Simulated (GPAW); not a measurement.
## CsSnBr3: optical spectrum from first principles

Aim: the dielectric function of CsSnBr3, and the optical constants that follow from it.

Main program and level: GPAW 26.7.0; DFT, PBE, plane-wave PAW (GPAW data sets), scalar-relativistic, RPA, optical limit.

### 1. Set-up

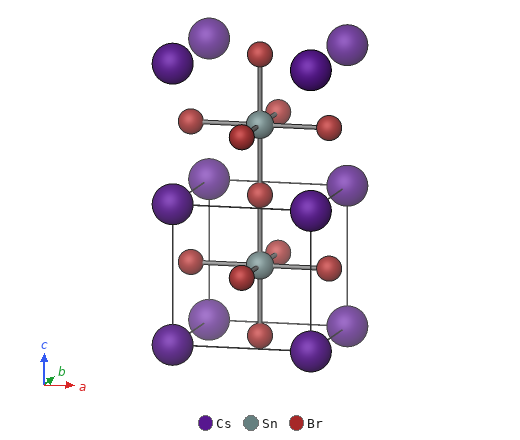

The starting structure, seen slightly off an axis (caesium purple, tin teal, bromine red). 1×1×2 cells are drawn. Some periodic images of atoms are drawn too.

### 2. Ground state

The self-consistent density comes first; it also tells whether there is a gap, which decides the occupations and the need for a Drude term.

This step: DFT, PBE, plane-wave PAW (GPAW data sets), scalar-relativistic, ground state (GPAW 26.7.0).

Contents of gs.py:

```python
from ase import Atoms
from ase.dft.bandgap import bandgap
from gpaw import GPAW, PW, FermiDirac

atoms = Atoms(['Cs', 'Sn', 'Br', 'Br', 'Br'],
              cell=[[5.839005610000, 0.000000000000, 0.000000000000],
                    [0.000000000000, 5.839005610000, 0.000000000000],
                    [0.000000000000, 0.000000000000, 5.839005610000]],
              scaled_positions=[[0.000000000000, 0.000000000000, 0.000000000000],
                                [0.500000000000, 0.500000000000, 0.500000000000],
                                [0.000000000000, 0.500000000000, 0.500000000000],
                                [0.500000000000, 0.500000000000, 0.000000000000],
                                [0.500000000000, 0.000000000000, 0.500000000000]],
              pbc=[True, True, True])
atoms.calc = GPAW(mode=PW(400), xc='PBE', kpts={'size': (4, 4, 4), 'gamma': True},
                  occupations=FermiDirac(0.05), maxiter=150, txt='gs.txt')
print('energy (eV)', atoms.get_potential_energy())
print('Fermi level (eV)', atoms.calc.get_fermi_level())
print('valence electrons', atoms.calc.get_number_of_electrons())
print('gap (eV)', bandgap(atoms.calc, output=None)[0])
print('direct gap (eV)', bandgap(atoms.calc, direct=True, output=None)[0])
atoms.calc.write('gs.gpw')
```

On the command line:

```bash
OMP_NUM_THREADS=1 python gs.py
```

Numbers of over 12 decimals in the logs are rounded to 6 here.

Output:

```text
__  _  _
 | _ |_)|_||  |
 |__||  | ||/\| - 26.7.0

Versions:
  Python: 3.12.14
  ASE:    3.29.0
  Numpy:  2.5.5
  Scipy:  1.18.1
  Libxc:  7.0.0

Input parameters:
  mode=PW(ecut=400.0),
  kpts=MonkhorstPack(size=(4, 4, 4), gamma=True),
  maxiter=150,
  occupations=Occupations(name='fermi-dirac', width=0.05, fixmagmom=False),
  xc=XC(name='PBE')

Diagonalizing LCAO Hamiltonian
Converting LCAO to pw mode
     .-------------.
    /|             |
   / |             |
  /  |             |
 *   |             |
 | Br|    Sn       |
 |   |             |
 |   .--Br---------.
 |  /             /
 | /      Br     /
 |/             /
 Cs------------*

Atoms  # Å, Bohr magnetons
|   | symbol |        x |        y |        z |    initial magnetic moments |
| 0 |     Cs | 0.000000 | 0.000000 | 0.000000 | ( 0.0000,  0.0000,  0.0000) |
| 1 |     Sn | 2.919503 | 2.919503 | 2.919503 | ( 0.0000,  0.0000,  0.0000) |
| 2 |     Br | 0.000000 | 2.919503 | 2.919503 | ( 0.0000,  0.0000,  0.0000) |
| 3 |     Br | 2.919503 | 2.919503 | 0.000000 | ( 0.0000,  0.0000,  0.0000) |
| 4 |     Br | 2.919503 | 0.000000 | 2.919503 | ( 0.0000,  0.0000,  0.0000) |

Unit cell  # Å
| periodic |        x |        y |        z |  lengths |    angles |
|      yes | 5.839006 | 0.000000 | 0.000000 | 5.839006 | 90.000000 |
|      yes | 0.000000 | 5.839006 | 0.000000 | 5.839006 | 90.000000 |
|      yes | 0.000000 | 0.000000 | 5.839006 | 5.839006 | 90.000000 |

Number of symmetries: 48
Symmetry operations  # r_c * U_cc + t_c -> r_c
|    | kind |            matrix            |
|  0 |  E   |  1, 0, 0,  0, 1, 0,  0, 0, 1 |
|  1 |  σ   |  1, 0, 0,  0, 1, 0,  0, 0,-1 |
|  2 |  σ   |  1, 0, 0,  0, 0, 1,  0, 1, 0 |
|  3 |  C4  |  1, 0, 0,  0, 0, 1,  0,-1, 0 |
|  4 |  C4  |  1, 0, 0,  0, 0,-1,  0, 1, 0 |
|  5 |  σ   |  1, 0, 0,  0, 0,-1,  0,-1, 0 |
|  6 |  σ   |  1, 0, 0,  0,-1, 0,  0, 0, 1 |
|  7 |  C2  |  1, 0, 0,  0,-1, 0,  0, 0,-1 |
|  8 |  σ   |  0, 1, 0,  1, 0, 0,  0, 0, 1 |
|  9 |  C2  |  0, 1, 0,  1, 0, 0,  0, 0,-1 |
| 10 |  C3  |  0, 1, 0,  0, 0, 1,  1, 0, 0 |
| 11 |  S6  |  0, 1, 0,  0, 0, 1, -1, 0, 0 |
| 12 |  S6  |  0, 1, 0,  0, 0,-1,  1, 0, 0 |
| 13 |  C3  |  0, 1, 0,  0, 0,-1, -1, 0, 0 |
| 14 |  C4  |  0, 1, 0, -1, 0, 0,  0, 0, 1 |
| 15 |  S4  |  0, 1, 0, -1, 0, 0,  0, 0,-1 |
| 16 |  C3  |  0, 0, 1,  1, 0, 0,  0, 1, 0 |
| 17 |  S6  |  0, 0, 1,  1, 0, 0,  0,-1, 0 |
| 18 |  σ   |  0, 0, 1,  0, 1, 0,  1, 0, 0 |
| 19 |  C4  |  0, 0, 1,  0, 1, 0, -1, 0, 0 |
| 20 |  C2  |  0, 0, 1,  0,-1, 0,  1, 0, 0 |
| 21 |  S4  |  0, 0, 1,  0,-1, 0, -1, 0, 0 |
| 22 |  S6  |  0, 0, 1, -1, 0, 0,  0, 1, 0 |
| 23 |  C3  |  0, 0, 1, -1, 0, 0,  0,-1, 0 |
| 24 |  S6  |  0, 0,-1,  1, 0, 0,  0, 1, 0 |
| 25 |  C3  |  0, 0,-1,  1, 0, 0,  0,-1, 0 |
| 26 |  C4  |  0, 0,-1,  0, 1, 0,  1, 0, 0 |
| 27 |  σ   |  0, 0,-1,  0, 1, 0, -1, 0, 0 |
| 28 |  S4  |  0, 0,-1,  0,-1, 0,  1, 0, 0 |
| 29 |  C2  |  0, 0,-1,  0,-1, 0, -1, 0, 0 |
| 30 |  C3  |  0, 0,-1, -1, 0, 0,  0, 1, 0 |
| 31 |  S6  |  0, 0,-1, -1, 0, 0,  0,-1, 0 |
| 32 |  C4  |  0,-1, 0,  1, 0, 0,  0, 0, 1 |
| 33 |  S4  |  0,-1, 0,  1, 0, 0,  0, 0,-1 |
| 34 |  S6  |  0,-1, 0,  0, 0, 1,  1, 0, 0 |
| 35 |  C3  |  0,-1, 0,  0, 0, 1, -1, 0, 0 |
| 36 |  C3  |  0,-1, 0,  0, 0,-1,  1, 0, 0 |
| 37 |  S6  |  0,-1, 0,  0, 0,-1, -1, 0, 0 |
| 38 |  σ   |  0,-1, 0, -1, 0, 0,  0, 0, 1 |
| 39 |  C2  |  0,-1, 0, -1, 0, 0,  0, 0,-1 |
| 40 |  σ   | -1, 0, 0,  0, 1, 0,  0, 0, 1 |
| 41 |  C2  | -1, 0, 0,  0, 1, 0,  0, 0,-1 |
| 42 |  C2  | -1, 0, 0,  0, 0, 1,  0, 1, 0 |
| 43 |  S4  | -1, 0, 0,  0, 0, 1,  0,-1, 0 |
| 44 |  S4  | -1, 0, 0,  0, 0,-1,  0, 1, 0 |
| 45 |  C2  | -1, 0, 0,  0, 0,-1,  0,-1, 0 |
| 46 |  C2  | -1, 0, 0,  0,-1, 0,  0, 0, 1 |
| 47 |  i   | -1, 0, 0,  0,-1, 0,  0, 0,-1 |

BZ-sampling:
  Number of BZ points: 64
  Number of IBZ points: 10

  Monkhorst-Pack size: [4, 4, 4]
  Monkhorst-Pack shift: [0.125, 0.125, 0.125]

K-points  # in reciprocal-cell coordinates
|   |                                coordinates |     weight |
| 0 | (  0.00000000,   0.00000000,   0.00000000) | 0.01562500 |
| 1 | (  0.25000000,   0.00000000,   0.00000000) | 0.09375000 |
| 2 | (  0.25000000,   0.25000000,   0.00000000) | 0.18750000 |
| 3 | (  0.25000000,   0.25000000,   0.25000000) | 0.12500000 |
| 4 | (  0.50000000,   0.00000000,   0.00000000) | 0.04687500 |
| 5 | (  0.50000000,   0.25000000,   0.00000000) | 0.18750000 |
| 6 | (  0.50000000,   0.25000000,   0.25000000) | 0.18750000 |
| 7 | (  0.50000000,   0.50000000,   0.00000000) | 0.04687500 |
| 8 | (  0.50000000,   0.50000000,   0.25000000) | 0.09375000 |
| 9 | (  0.50000000,   0.50000000,   0.50000000) | 0.01562500 |

Plane wave coefficients: 3695
Cutoff: 400.0 eV

Spin-components: 1 (collinear spins)
Bands:           26
Projectors:      26
Spin-degeneracy: 2
Datatype:        complex128

Parallelization:
  kpt:    1
  domain: 1
  band:   1

Density:
  Valence electrons: 44.0
  Components: 1
  Grid points: [27 27 27]
  Charge: 0.0  # |e|

Potential:
  Grid points: [27 27 27]

species:
  Cs:
    name:    Caesium
    id:
    Z:       55.0
    valence: 9
    core:    46
    charge:  0.0  # [|e|]
    compensation charges:
      type: gauss
      rc: 0.33  # [Å]
      lmax: 2
    cutoffs:
      filter: 2.06  # [Å]
      core: 2.51  # [Å]
    projectors
    | kind |    occ | energy [eV] | rcut [Å] |
    |   5s |  2.000 |     -26.706 |    1.164 |
    |   6s |  1.000 |      -2.085 |    1.164 |
    |   5p |  6.000 |     -13.523 |    1.058 |
    |    p |        |      13.688 |    1.058 |
    |    d |        |       0.000 |    1.058 |

    Using partial waves for Cs as LCAO basis

  Sn:
    name:    Tin
    id:
    Z:       50.0
    valence: 14
    core:    36
    charge:  0.0  # [|e|]
    compensation charges:
      type: gauss
      rc: 0.38  # [Å]
      lmax: 2
    cutoffs:
      filter: 2.23  # [Å]
      core: 2.35  # [Å]
    projectors
    | kind |    occ | energy [eV] | rcut [Å] |
    |   5s |  2.000 |     -10.538 |    1.201 |
    |   5p |  2.000 |      -3.696 |    1.270 |
    |   4d | 10.000 |     -25.845 |    1.185 |
    |    s |        |      16.674 |    1.201 |
    |    p |        |      23.515 |    1.270 |
    |    d |        |       1.367 |    1.185 |

    Using partial waves for Sn as LCAO basis

  Br:
    name:    Bromine
    id:
    Z:       35.0
    valence: 7
    core:    28
    charge:  0.0  # [|e|]
    compensation charges:
      type: gauss
      rc: 0.35  # [Å]
      lmax: 2
    cutoffs:
      filter: 1.98  # [Å]
      core: 2.38  # [Å]
    projectors
    | kind |    occ | energy [eV] | rcut [Å] |
    |   4s |  2.000 |     -20.121 |    1.111 |
    |   4p |  5.000 |      -7.861 |    1.111 |
    |    s |        |       7.091 |    1.111 |
    |    p |        |      19.351 |    1.111 |
    |    d |        |       0.000 |    1.111 |

    Using partial waves for Br as LCAO basis

Reference energy: -592517.512981  # eV

eigensolver:
  PPCG
  Converge bands: occupied
  niter=2

density mixing:
  MSR1-Mixer
  Pratt-step length: 0.05
  Maximum mixing coefficient: 0.75
  Old densities: 10
  SVD Regularization: 0.005
  Good broyden scale: 1.0
  Trust region scale: 1.0
  Backstep threshold: 4.0
  History deletion threshold: 6.0
  Fourier metric: weight=20.0, sigma=0.015

occupation numbers:
  Fermi-Dirac:
    width: 0.0500  # eV

poisson solver:
  ecut: 3200.0  # eV

xc functional:
  name: PBE with 2 nearest neighbor stencil

convergence criteria:
- Maximum [total energy] change in last 3 cyles: 0.0005 eV / valence electron
- Maximum integral of absolute [dens]ity change: 0.0001 electrons / valence electron
- Maximum integral of absolute [eigenst]ate change: 4e-08 eV^2 / valence electron
maximum number of iterations: 150

SCF iterations
|iter     |      energy | eigst |  dens |
|iter:   1||  -16.227020 | -0.33 |       |
|iter:   2||  -16.139280 | -2.27 | -1.31 |
|iter:   3||  -15.758890 | -1.77 | -1.35 |
|iter:   4||  -15.760752 | -3.52 | -1.93 |
|iter:   5||  -15.762451c| -4.43 | -2.33 |
|iter:   6||  -15.762581c| -5.54 | -3.10 |
|iter:   7||  -15.762593c| -6.76 | -3.65 |
|iter:   8||  -15.762593c| -7.88c| -4.36c|

Converged in 8 steps
SCF loop duration: 11.015 s (1.377 s/step)
Energy contributions relative to reference atoms: (reference = -592517.512981)

Energy contributions:
  Kinetic:          27.425352
  Coulomb:         -27.498376
  Zero:             -0.110427
  External:          0.000000
  Xc:              -15.579017
  Entropy:          -0.000251
  Spinorbit:         0.000000
  ----------------------------
  Free energy:     -15.762719
  Extrapolated:    -15.762593

dipole moment: (-56.054736, -56.054736, -56.054736)  # |e|*Ang

Fermi level: 3.572
Eigenvalues  # (at kpt = [0.000, 0.000, 0.000])
| band index |      eig [eV] | occ [0-2] |
|          0 |       -18.887 |     2.000 |
|        ... |               |           |
|         14 |        -1.880 |     2.000 |
|         15 |        -1.880 |     2.000 |
|         16 |         0.355 |     2.000 |
|         17 |         0.355 |     2.000 |
|         18 |         0.355 |     2.000 |
|         19 |         0.484 |     2.000 |
|         20 |         0.484 |     2.000 |
|         21 |         0.484 |     2.000 |
|         22 |         5.605 |     0.000 |
|         23 |         8.260 |     0.000 |
|         24 |         8.260 |     0.000 |
|         25 |         8.260 |     0.000 |

Gap: 0.485 eV
Transition (v -> c):
  (s=0, k=9, n=21, [0.50, 0.50, 0.50]) -> (s=0, k=9, n=22, [0.50, 0.50, 0.50])
No difference between direct/indirect transitions

--- standard output ---
energy (eV) -15.762593
Fermi level (eV) 3.571610
valence electrons 44.0
gap (eV) 0.484754
direct gap (eV) 0.484754
```

The job ended after 12 s (1 thread of Arm Neoverse V2, shared host; peak memory 0.18 GiB).

This step gave:

- energy: -15.76 eV
- Fermi energy: 3.572 eV
- gap on the k-mesh: 0.4848 eV
- direct gap on the mesh: 0.4848 eV
- electrons: 44

There is a gap, 0.48 eV on this mesh (points off the mesh can give less), so no carriers' term is needed.

### 3. Bands for the response

The response needs many more empty bands than the density does.

This step: DFT, PBE, plane-wave PAW (GPAW data sets), scalar-relativistic, bands at fixed density (GPAW 26.7.0).

Contents of nscf.py:

```python
from ase.dft.bandgap import bandgap
from gpaw import GPAW, FermiDirac

calc = GPAW('gs.gpw').fixed_density(kpts={'size': (6, 6, 6), 'gamma': True}, nbands=91, convergence={'bands': 85},
                                    occupations=FermiDirac(0.001), txt='nscf.txt')
print('gap (eV)', bandgap(calc, output=None)[0])
print('direct gap (eV)', bandgap(calc, direct=True, output=None)[0])
print('top band over the Fermi level (eV)', min(calc.get_eigenvalues(kpt=k)[84] for k in range(len(calc.get_ibz_k_points()))) - calc.get_fermi_level())
calc.write('full.gpw', mode='all')
```

On the command line:

```bash
OMP_NUM_THREADS=1 python nscf.py
```

Output:

```text
Diagonalizing LCAO Hamiltonian
Converting LCAO to pw mode
convergence criteria:
- Maximum integral of absolute [eigenst]ate change: 4e-08 eV^2 / valence electron
maximum number of iterations: 150

SCF iterations
|iter     |      energy | eigst |  dens |
|iter:   1||             | +3.52 |       |
|iter:   2||             | +2.32 |       |
|iter:   3||             | +1.42 |       |
|iter:   4||             | +0.47 |       |
|iter:   5||             | -0.27 |       |
|iter:   6||             | -0.90 |       |
|iter:   7||             | -1.47 |       |
|iter:   8||             | -2.03 |       |
|iter:   9||             | -2.63 |       |
|iter:  10||             | -3.18 |       |
|iter:  11||             | -3.74 |       |
|iter:  12||             | -4.24 |       |
|iter:  13||             | -4.77 |       |
|iter:  14||             | -5.27 |       |
|iter:  15||             | -5.79 |       |
|iter:  16||             | -6.30 |       |
|iter:  17||             | -6.76 |       |
|iter:  18||             | -7.13 |       |
|iter:  19||             | -7.35 |       |
|iter:  20||             | -7.55c|       |
SCF steps: 20
  __  _  _
 | _ |_)|_||  |
 |__||  | ||/\| - 26.7.0

Versions:
  Python: 3.12.14
  ASE:    3.29.0
  Numpy:  2.5.5
  Scipy:  1.18.1
  Libxc:  7.0.0

Input parameters:
  mode=PW(ecut=400.0),
  convergence={'bands': 85},
  gpts=array([27, 27, 27]),
  kpts=MonkhorstPack(size=(6, 6, 6), gamma=True),
  maxiter=150,
  nbands=91,
  occupations=Occupations(name='fermi-dirac', width=0.001, fixmagmom=False),
  parallel={},
  xc=XC(name='PBE')

--- standard output ---
gap (eV) 0.484754
direct gap (eV) 0.484754
top band over the Fermi level (eV) 22.299189
```

Wall time 3.1 min (1 thread); peak memory 0.31 GiB.

(Part 1 of 2 ends here.)

[Machine, clock and banner lines and Python warnings are left out of the logs.]

[Logs are printed without paths, hosts, clocks, repeated set-up lines and the standing remarks that a program may print on its own settings, such as how far it seeks lower states.]

[Hosts, paths, dates, database ids (printed as entryN), source tags and the programs' standing remarks are cut or masked in the printed files.]
